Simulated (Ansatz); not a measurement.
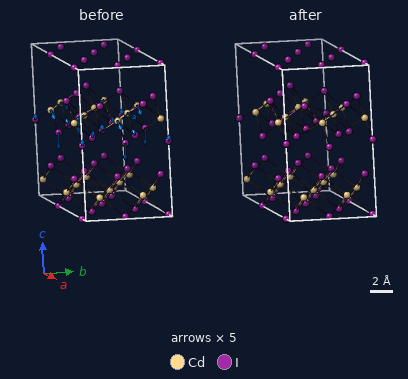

The structure of a defect cell of composition Cd$_{8}$I$_{15}$ (cell charge +1) before (left) and after (right) a relaxation, at one scale. The blue arrows give the displacements, 5 times their true length.

A ball-and-stick model of the conventional cell (2 times the calculation's cell) (origin shifted), seen slightly off an axis. Lengths and directions refer to the drawn axes.

Case: I vacancy, atoms relaxed.

Level of theory: DFT PBEsol, scalar-relativistic, plane waves, PAW (Ansatz). (plane-wave cutoff 420 eV; k-point mesh 4 × 4 × 2; occupations gaussian; smearing width 0.05 eV; no spin polarisation; atoms relaxed in a fixed cell; force threshold 0.02 eV/Å; at most 50 steps)

What changed between the two?

Answer. The run was cut off at its time limit before the relaxation converged, so the last structure is only a point on the way. The largest move is that of an I atom, 0.35 Å roughly along −c. Largest moves by element: I 0.35 Å, Cd 0.30 Å. The lattice vectors keep their values. Some distances before and after: Cd–I 2.973 → 2.888 Å, Cd–I 2.973 → 2.920 Å, Cd–I 2.973 → 2.990 Å, Cd–I 2.974 → 2.968 Å. Bond angles that change, for instance: Cd–I–Cd 90.5° → 106.6°, I–Cd–I 180.0° → 166.5°, Cd–I–Cd 90.5° → 79.8°. The energy falls by 0.462 eV per cell of the calculation in 2 geometry steps. The largest force component goes from 0.64 to 0.05 eV/Å.

Limits of the set-up: the periodic images lie only 8.4 Å apart, so the values are limited by the cell's size; the cell is charged, on a uniform background, and energies carry no finite-size correction.
